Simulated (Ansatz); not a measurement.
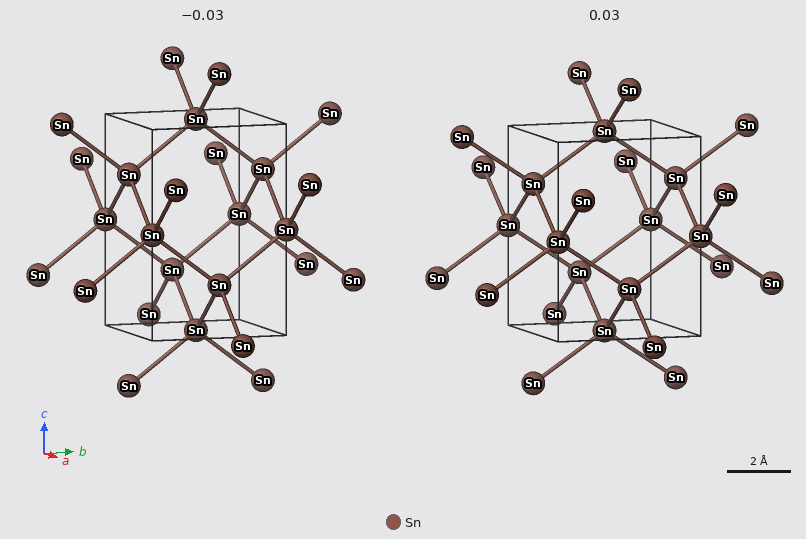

A crystal of Sn (set up in Fd-3m), under biaxial strain in the a–b plane (c relaxed, atoms fixed by symmetry), with energies (extrapolated to zero smearing) counted from the relaxed crystal, which is the row at zero; the cubic crystal is set up in a tetragonal cell with a = a(cubic)/√2 and c = a(cubic). The picture shows the first and the last member. Style: ball-and-stick. Shown: the cell of the calculation, slightly off an axis.

Computed with Ansatz 0.2.0: DFT PBE, scalar-relativistic, plane waves, PAW. Set-up: plane-wave cutoff 420 eV; k-point mesh 10 × 10 × 6; occupations gaussian; smearing width 0.1 eV; no spin polarisation; force threshold 0.008 eV/Å.

```
strain  energy (meV/atom)  a (Å)  c (Å)
 −0.03              12.16  4.567  6.839
 −0.02                  ?      ?      ?
 −0.01               1.17  4.661  6.713
   0.0               0.00  4.708  6.658
  0.01               1.44  4.755  6.586
  0.02               5.27  4.802  6.522
  0.03              11.22  4.849  6.456
```

**Estimate the missing row from the others, and compare with the calculation.**

A parabola through three neighbouring rows (−0.03, −0.01, 0.0) gives, with Lagrange weights, (0.3333)(12.16) + (1.0000)(1.17) + (−0.3333)(0.00) = 5.22 meV/atom. The calculation gives 5.15 meV/atom (a = 4.614 Å, c = 6.776 Å). The estimate is 0.07 meV/atom too high. From the first member to the last: Sn–Sn 2.853 → 2.913 Å.

The whole series:

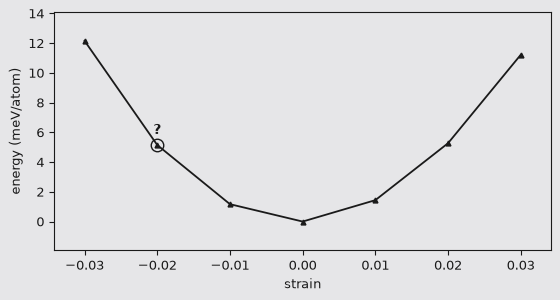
